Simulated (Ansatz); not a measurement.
# Ti4O (slab): what the fields show

The calculation's input:

```
crystal:
  lattice:
    - [3.2553359278, 0.0, 0.0]
    - [0.0, 3.2553359278, 0.0]
    - [0.0, 0.0, 21.6793674396]
  atoms:
    - { symbol: Ti, position: [0.5, 0.5, 0.1845072284] }
    - { symbol: Ti, position: [0.0, 0.0, 0.2595863546] }
    - { symbol: Ti, position: [0.5, 0.5, 0.3306110933] }
    - { symbol: Ti, position: [0.0, 0.0, 0.4003515077] }
    - { symbol: O, position: [0.0, 0.0, 0.5853200041], spin: 2.0 }
basis:
  ecutwfc: 420
kpoints:
  mp_grid: { grid: [8, 8, 1] }
hamiltonian:
  xc: pbe
  pseudopotentials: { kind: paw, azcp: { folder: soft_1 } }
scf:
  occupations: { method: gaussian, width: 0.1 }
output:
  forces: true
  eigenvalues: true
  populations: true
  write_density: true
  write_potential: true
  elf: true
  volumetric_format: npy
magnetization:
  spin_polarized: true
efield:
  axis: 3
  dipole_correction: true
  ramp_width: 0.04
```

Launched as:

```sh
ansatz run input.yaml --threads 1 --pin off --max-ram 3072MiB --backend cpu --events-out ev --progress --plain --runs-dir out
```

A point of a scan over the structure, not its minimum; not relaxed (largest force 0.6 eV/Å); the SCF solution may not be the lowest one; PAW files of the earlier set (soft_1); spin-polarised.

Computed with Ansatz 0.2.0, DFT PBE, scalar-relativistic, plane waves, PAW.

In a PAW calculation such maps are meaningful between the atoms, not at the nuclei.

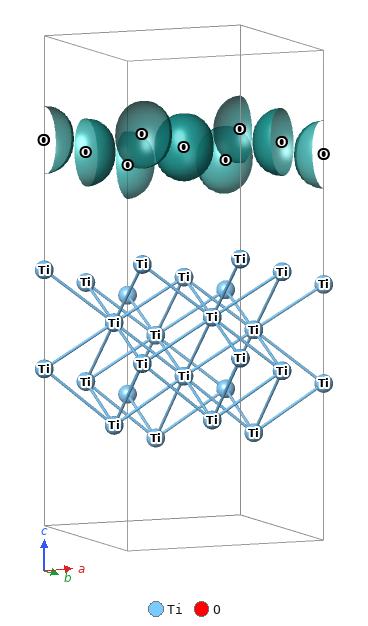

Figure 1. Isosurfaces of the magnetisation density (up minus down) at +0.08 (teal) and −0.08 e/Å³ (pink), seen at an oblique angle. Sticks mark near contacts.

Which atoms carry the moments, and with what signs?

Answer. The spin density sits on O: +1.8 μB in one cell of 5 atoms, with smaller moments on other sites: Ti (up to −0.05 μB): a single local moment. The cell of the calculation (5 atoms) carries 1.8 μB of net spin moment. Only one sign reaches the isovalue.

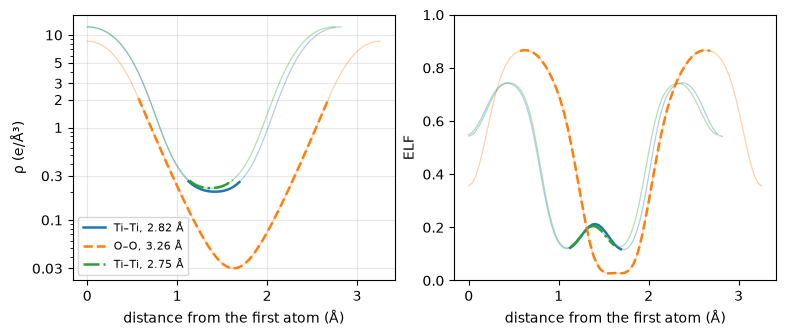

Figure 2. Valence electron density and ELF along straight lines between neighbouring atoms. Thin, pale parts lie inside the atomic spheres.

What can be read from the curves?

Answer. Ti–Ti (2.82 Å): the density is about 0.2 e/Å³ at the midpoint; the ELF is about 0.20 at the midpoint (no shared electron pair shows on this line).
O–O (3.26 Å): ρ at the midpoint is about 0.03 e/Å³; the ELF is about 0 at the midpoint: no shared electron pair shows on this line.
Ti–Ti (2.75 Å): ρ is about 0.22 e/Å³ halfway; the ELF is about 0.20 at the midpoint; no localised pair shows between them.
